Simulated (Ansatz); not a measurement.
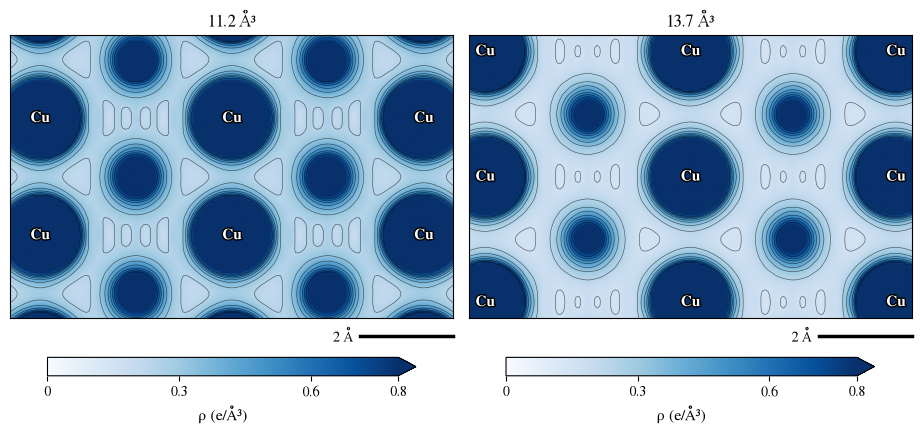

Cu. The valence pseudo-density of cells scaled evenly to different volumes (given per atom above each panel), on the (11̄0) plane of each (indices in the axes of the cell below), at one length scale and on one colour scale.

A generated structure, not necessarily the stable one; computed without spin polarisation.

The calculation used Ansatz, DFT, BLYP, plane waves (420 eV) with PAW, scalar-relativistic.

In a PAW calculation such maps are meaningful between the atoms, not at the nuclei.

The largest cell:

```
Cu
1.0
    -1.48571    1.80468    1.32401
     1.80468   -1.48571    1.32401
     3.06589    3.06589   -0.73982
Cu
2
Direct
  0.04166 0.95834 0.00000
  0.70834 0.29166 0.50000
```

| volume (Å³/atom) | Cu–Cu contact in the plane (Å) | ρ at its midpoint (e/Å³) | pressure (GPa) | 
| --- | --- | --- | --- |
| 11.20 | 2.509 | 0.287 | 20.0 | 
| 12.73 | 2.618 | ? | ? | 
| 13.74 | 2.686 | 0.208 | −7.3 | 

Estimate the missing row, and compare with the calculation.

Answer. Over the known rows ln ρ falls by 1.82 per Å of Cu–Cu distance (the line through the two), which gives 0.235 e/Å³ at 2.618 Å; the calculation gives 0.234 e/Å³. For the pressure, a straight line in volume between the neighbouring rows gives 3.6 GPa; the calculation gives −0.2, lower because pressure rises ever faster on compression.
